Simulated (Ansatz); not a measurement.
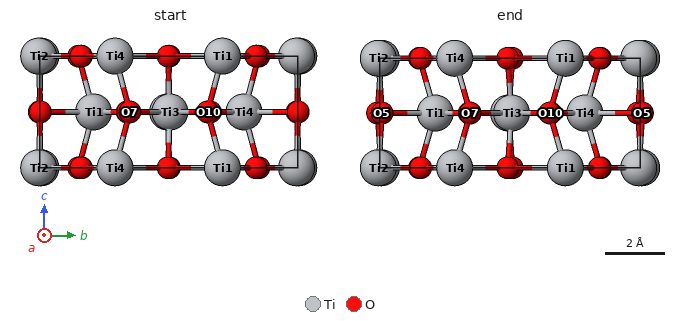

The structure of a crystal of TiO2 (set up in I4/m) before (left) and after (right) a relaxation, at one scale.

The picture is a ball-and-stick view of the conventional cell (2 times the calculation's cell), seen along the a axis. Lengths and directions refer to the drawn axes.

Case: volume × 1.10, shape and atoms relaxed.

Computed with DFT LDA, scalar-relativistic, plane waves, PAW (Ansatz).

Input file:
```yaml
crystal:
  lattice:
    - [-4.4352225155, 4.4352225155, 1.9204154694]
    - [4.4352225155, -4.4352225155, 1.9204154694]
    - [4.4352225155, 4.4352225155, -1.9204154694]
  atoms:
    - { symbol: Ti, position: [0.2918003275, 0.0043306301, 0.2961309576] }
    - { symbol: Ti, position: [0.0043306301, 0.7081996725, 0.7125303026] }
    - { symbol: Ti, position: [0.9956693699, 0.2918003275, 0.2874696974] }
    - { symbol: Ti, position: [0.7081996725, 0.9956693699, 0.7038690424] }
    - { symbol: O, position: [0.4976211036, 0.150589191, 0.6482102946] }
    - { symbol: O, position: [0.16146511, 0.8406370837, 0.0021021937] }
    - { symbol: O, position: [0.150589191, 0.5023788964, 0.6529680875] }
    - { symbol: O, position: [0.1593629163, 0.16146511, 0.3208280263] }
    - { symbol: O, position: [0.8406370837, 0.83853489, 0.6791719737] }
    - { symbol: O, position: [0.849410809, 0.4976211036, 0.3470319125] }
    - { symbol: O, position: [0.83853489, 0.1593629163, 0.9978978063] }
    - { symbol: O, position: [0.5023788964, 0.849410809, 0.3517897054] }
basis:
  ecutwfc: 420
kpoints:
  mp_grid: { grid: [8, 8, 8] }
hamiltonian:
  xc: lda
scf:
  occupations: { method: gaussian, width: 0.02 }
output:
  forces: true
  stress: true
  eigenvalues: true
relax:
  adjacent_minimum: "off"
  f_tol: 0.01
  max_steps: 30
  cell: { stress_tol: 0.1, fix: [volume] }
```

Command:
```bash
ansatz run input.yaml --threads 2 --pin off --max-ram 5120MiB --backend cpu --events-out ev --progress --plain --runs-dir out
```

Summarise the run.

The run was cut off at its time limit before the relaxation converged, so the last structure is only a point on the way. The largest moves relative to the cell, 0.059 Å, are those of O5, O7, O10 and O12. O7 goes along [3 −1 0]. Largest moves by element: O 0.059 Å, Ti 0.042 Å. The drawn cell changes at constant volume: a = b 8.870 → 8.957 Å (+1.0 %), c 3.841 → 3.767 Å (−1.9 %). Near-neighbour distances that change, for instance: Ti1–O12 2.319 → 2.437 Å, Ti1–O8 1.823 → 1.786 Å, Ti1–O10 1.988 → 1.963 Å, Ti1–O6 1.856 → 1.870 Å. Among the angles between lasting bonds that change: O7–Ti4–O7 150.0° → 147.2°, Ti4–O7–Ti4 150.0° → 147.2°, O7–Ti4–O9 100.9° → 103.3°. The space group stays I4/m (No. 87). The energy falls by 5.1 meV per atom in 5 geometry steps. Largest force component: 0.49 eV/Å at the start, 0.13 eV/Å at the end. The pressure goes from −17.08 to −15.10 GPa.
